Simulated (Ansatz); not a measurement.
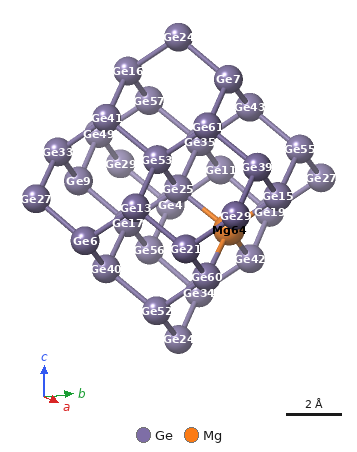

This is the input geometry for a relaxation of a defect cell of composition Ge63Mg (cell charge +1). Style: ball-and-stick. Shown: the atoms within 5.8 Å of the atom that moves most (axes of the cell of the calculation (origin shifted)), slightly off an axis.

Computed with DFT, PBEsol, PAW, plane waves (Ansatz).

Set-up: plane-wave cutoff 420 eV; k-point mesh 1 × 1 × 1; mesh shifted by (0.25, 0.25, 0.25); collinear spin; atoms relaxed in a fixed cell; force threshold 0.03 eV/Å; at most 80 steps.

```
CELL_PARAMETERS angstrom
11.35118 0.00000 0.00000
0.00000 11.35118 0.00000
0.00000 0.00000 11.35118
ATOMIC_POSITIONS crystal
Ge 0.00176 0.00202 0.00145
Ge 0.00067 0.00139 0.49974
Ge 0.00174 0.50059 0.99929
Ge 0.99967 0.49817 0.49761
Ge 0.50036 0.99883 0.99951
Ge 0.50346 0.99599 0.50043
Ge 0.50187 0.49969 0.99959
Ge 0.12551 0.12311 0.12631
Ge 0.12152 0.12716 0.62406
Ge 0.12456 0.62380 0.12555
Ge 0.12272 0.62503 0.62597
Ge 0.62729 0.12574 0.12637
Ge 0.63014 0.12213 0.62231
Ge 0.62387 0.62499 0.12525
Ge 0.62445 0.62337 0.62422
Ge 0.24864 0.24936 0.00085
Ge 0.24770 0.24961 0.49905
Ge 0.24778 0.75080 0.99912
Ge 0.25111 0.74541 0.49942
Ge 0.75199 0.25178 0.00207
Ge 0.74978 0.24991 0.49799
Ge 0.74954 0.75058 0.00108
Ge 0.74994 0.74654 0.49963
Ge 0.37566 0.37558 0.12579
Ge 0.37340 0.37510 0.62370
Ge 0.37500 0.87288 0.12466
Ge 0.37419 0.87665 0.62560
Ge 0.87337 0.37504 0.12504
Ge 0.87361 0.37477 0.62101
Ge 0.87475 0.87367 0.12416
Ge 0.87313 0.87609 0.62243
Ge 0.24715 0.00211 0.24798
Ge 0.25359 0.00174 0.75129
Ge 0.24821 0.49955 0.24963
Ge 0.25231 0.50040 0.74993
Ge 0.74836 0.99882 0.25255
Ge 0.74954 0.00321 0.74747
Ge 0.75197 0.49668 0.24987
Ge 0.74952 0.50050 0.75120
Ge 0.37627 0.12125 0.37711
Ge 0.37263 0.12447 0.87452
Ge 0.37779 0.62614 0.37614
Ge 0.37128 0.62774 0.87575
Ge 0.87680 0.12628 0.37458
Ge 0.87503 0.12110 0.87286
Ge 0.87516 0.62539 0.37415
Ge 0.87765 0.62907 0.87438
Ge 0.00035 0.25078 0.24783
Ge 0.99917 0.24774 0.75151
Ge 0.99910 0.75235 0.25133
Ge 0.99851 0.75131 0.74911
Ge 0.50113 0.24816 0.25113
Ge 0.49969 0.25097 0.75071
Ge 0.50266 0.75095 0.24548
Ge 0.50090 0.75054 0.75124
Ge 0.12537 0.37417 0.37898
Ge 0.12450 0.37354 0.87330
Ge 0.12343 0.87502 0.37335
Ge 0.12532 0.87629 0.87840
Ge 0.62453 0.37337 0.37549
Ge 0.62457 0.37684 0.87196
Ge 0.62575 0.87365 0.37473
Ge 0.62797 0.87691 0.87495
Mg 0.50115 0.50203 0.50205
```

Where does the relaxation end?

Answer. The largest move is that of Ge25, 0.22 Å along [−1 −1 1]. By element the largest moves are Ge 0.22 Å, Mg 0.16 Å. The cell doesn't change. Near-neighbour distances that change, for instance: Ge25–Mg64 2.467 → 2.624 Å, Ge42–Mg64 2.447 → 2.584 Å, Ge15–Mg64 2.404 → 2.514 Å, Ge34–Ge42 2.508 → 2.417 Å. Bond angles that change, for instance: Ge17–Ge25–Mg64 110.9° → 102.8°, Ge25–Ge53–Ge41 108.9° → 103.0°, Ge35–Ge25–Ge53 108.4° → 113.4°. After 4 geometry steps the energy has fallen by 0.693 eV per cell of the calculation. Largest force component: 1.1 eV/Å at the start, 0.02 eV/Å at the end. Cost: 7.5 s on 1 × NVIDIA GB200 with 8 threads of Arm Neoverse-V2, peak memory 2.2 GiB.

After the run, drawn alike:

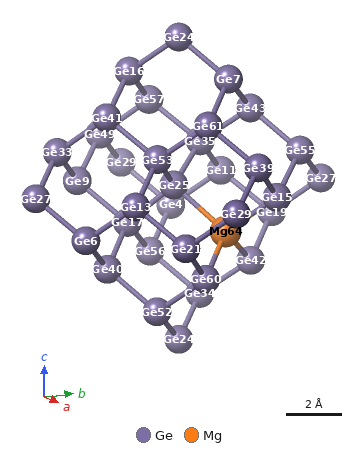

Limits of the set-up: the cell is charged, on a uniform background, and energies carry no finite-size correction.
